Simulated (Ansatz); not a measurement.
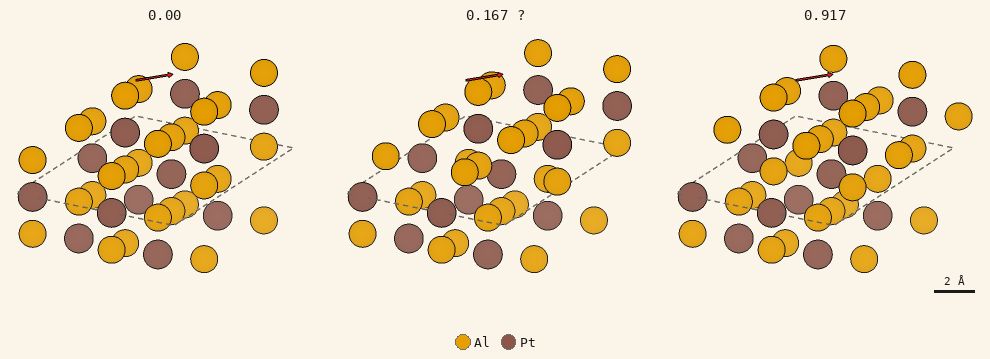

Crystalline Al2Pt (Fm-3m): the crystal above a cut along the (1 1 1) plane of the conventional cell (between a plane of Pt below and one of Al above, 0.86 Å apart) is slid rigidly by fractions of an in-plane lattice vector 7.28 Å long (a generalised stacking fault). One cut stands in each cell, which starts 10.3 Å high; nothing is relaxed, and the dashed outline marks the cut, the arrow on top the direction of slip. The picture is a spheres-only view of the layers on both sides of the cut, seen obliquely from above.

These are results of DFT PBE, scalar-relativistic, plane waves, PAW (Ansatz 0.2.0), not measurements. (plane-wave cutoff 420 eV; k-point mesh 13 × 13 × 5; occupations gaussian; smearing width 0.15 eV; no spin polarisation). Energies (free energies at the smearing named) are counted from the relaxed crystal.

```tsv
slip (fraction of the lattice vector)	γ (mJ/m²)
0.0000	0
0.0833	1900
0.1667	?
0.5000	19537
0.5833	6862
0.6667	7066
0.7500	5601
0.8333	2855
0.9167	805
```

One row is withheld. What is its energy?

Answer. A straight line between the two neighbours gives 5430 mJ/m². A cubic through the four nearest rows (0.0000, 0.0833, 0.5000, 0.5833) gives, with Lagrange weights, (−0.4767)(0) + (1.3337)(1900) + (0.3337)(19537) + (−0.1907)(6862) = 7745 mJ/m². The calculation gives 17845 mJ/m², so the cubic is 10100 mJ/m² too low and the straight line 12415 mJ/m² too low, as the curve bends downwards here. The cubic misses by much of the step between rows, so the curve changes faster here than four points can follow.

The whole profile:

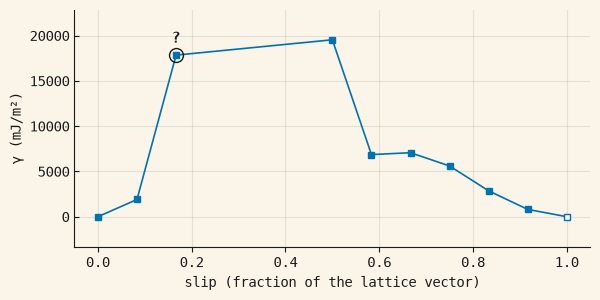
